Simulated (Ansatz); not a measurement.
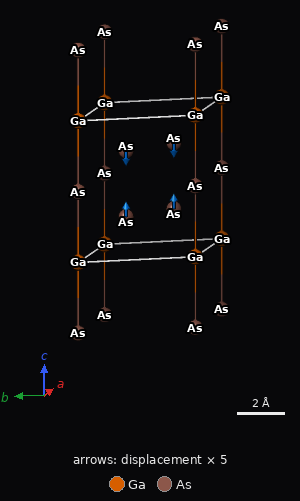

A relaxation of solid GaAs5 (a generated structure, set up in P6/mmm) (coarse preliminary run). The starting structure is drawn; blue arrows show the displacements (the part carried along by the change of the cell is left out), magnified 5 times.

Style: ball-and-stick. Shown: the cell of the calculation, from a free direction.

Theory: DFT PBE, scalar-relativistic, plane waves, PAW in Ansatz. (plane-wave cutoff 420 eV; k-point mesh 6 × 6 × 4; occupations gaussian; smearing width 0.1 eV; no spin polarisation; cell and atoms relaxed; force threshold 0.04 eV/Å; at most 70 steps)

Q: What did the optimiser do to the structure, and how much energy did it gain?

A: The largest moves relative to the cell, 0.14 Å, are those of As atoms. Ga stays in place. The volume changes by −13.0 %, with a = b 5.229 → 4.966 Å (−5.0 %), c 6.102 → 5.889 Å (−3.5 %). Some distances before and after: As–As 2.863 → 2.474 Å, As–Ga 3.051 → 2.945 Å. The space group stays P6/mmm (No. 191). Over 4 accepted moves (6 points after the start) the energy falls by 167 meV per atom. The largest force component goes from 0.81 to 0.00053 eV/Å. Pressure: −8.87 GPa at the start and 0.01 GPa at the end. The line search rejected the trial step at point 2 of the run. At 1 point the geometry stayed and the basis and grid were re-selected for the new cell (energy shift of 0.4 meV per atom at most each time).
